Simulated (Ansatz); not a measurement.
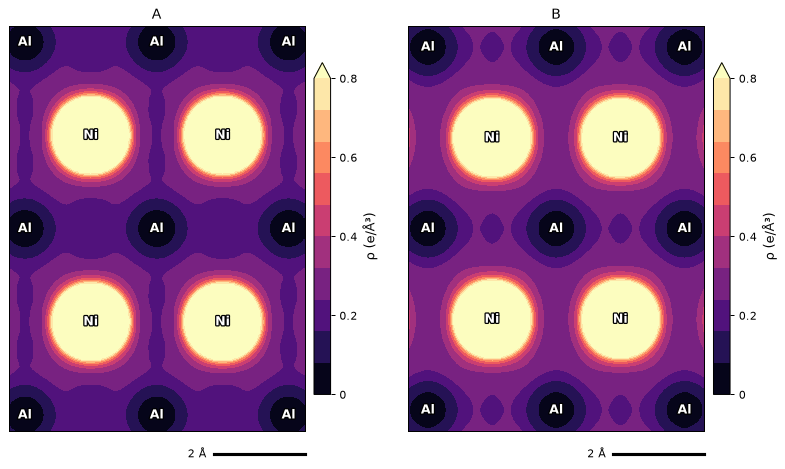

AlNi. The valence electron density of two cells that differ in size, on the (11̄0) plane of each (indices in the axes of the calculation cell), at one length scale and on one colour scale: A has 12.2 Å³ an atom and B 11.2.

Theory: DFT, PBE, PAW with Ansatz's default frozen-core files, scalar-relativistic (Ansatz).

The density is the valence pseudo-density of a PAW calculation; it isn't the true density close to the nuclei.

The larger cell:

```yaml
crystal:
  lattice:
    - [2.90008, 0.00000, 0.00000]
    - [0.00000, 2.90008, 0.00000]
    - [0.00000, 0.00000, 2.90008]
  atoms:
    - { symbol: Al, position: [0.00000, 0.00000, 0.00000] }
    - { symbol: Ni, position: [0.50000, 0.50000, 0.50000] }
```

The smaller cell: a = 2.823 Å, b = 2.823 Å, c = 2.823 Å, α = 90.00°, β = 90.00°, γ = 90.00°.

Q: What changes from the larger cell to the smaller?

A: From the larger cell to the smaller, Al–Ni goes from 2.51 to 2.44 Å, and the density at its midpoint from 0.29 to 0.33 e/Å³; the pressure goes from −1.2 to 14 GPa.
